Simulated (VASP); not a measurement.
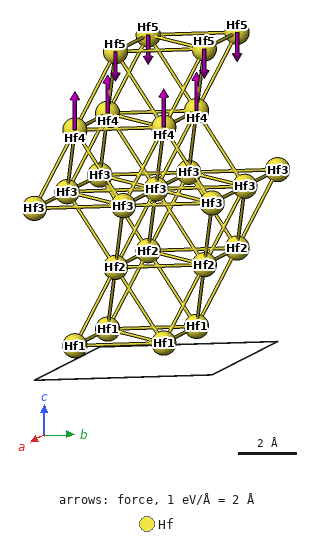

Starting geometry of a slab of composition Hf with the computed forces as purple arrows. The picture is a ball-and-stick view of the 2 × 2 repeat of the cell, outlined in the plane, without the vacuum, seen slightly off an axis.

The run lets the atoms move in a fixed cell. 2 atoms are held fixed.

These are results of Kohn-Sham DFT of a periodic cell, PBE with D4, VASP PAW PBE potentials, recommended (VASP), not measurements.

The input:
```
ALGO     = Fast           # electronic algorithm
DIPOL    = 0.5 0.5 0.500
EDIFF    = 1E-7           # SCF threshold, eV
EDIFFG   = -0.005         # ionic threshold
ENCUT    = 520            # plane-wave cutoff, eV
GGA      = PE             # functional
IBRION   = 2              # ionic algorithm
IDIPOL   = 3            
ISIF     = 2              # what is computed and relaxed
ISMEAR   = 0              # smearing method
IVDW     = 13             # dispersion correction
LASPH    = T              # aspherical terms in the spheres
LCHARG   = F              # write CHGCAR
LDIPOL   = T            
LREAL    = F              # projectors in reciprocal space
LWAVE    = F              # write WAVECAR
NELM     = 60             # most SCF steps
NSW      = 40             # ionic steps
PREC     = Accurate       # precision mode
SIGMA    = 0.05           # smearing width, eV
```

Launched with:
```bash
cat potpaw_PBE.64/Hf_pv/POTCAR > POTCAR
mpirun -np 1 vasp_std > vasp.out
```

Q: What follows when this structure is relaxed?

A: It isn't relaxed: the largest force vector, on Hf4, is 0.70 eV/Å. The atoms end up moving mostly along the starting forces (cosine between the two patterns 0.96). The largest move is that of Hf4, 0.094 Å along the normal (+c). The lattice vectors keep their values. Near-neighbour distances that change, for instance: Hf4–Hf5 3.140 → 3.014 Å, Hf3–Hf4 3.140 → 3.192 Å, Hf2–Hf3 3.140 → 3.164 Å. The energy falls by 55.5 meV per cell of the calculation in 12 geometry steps. The largest force component goes from 0.7 to 0.58 eV/Å. It ran on 1 thread of Intel(R) Xeon(R) Platinum 8488C (Sapphire Rapids), on a shared host.
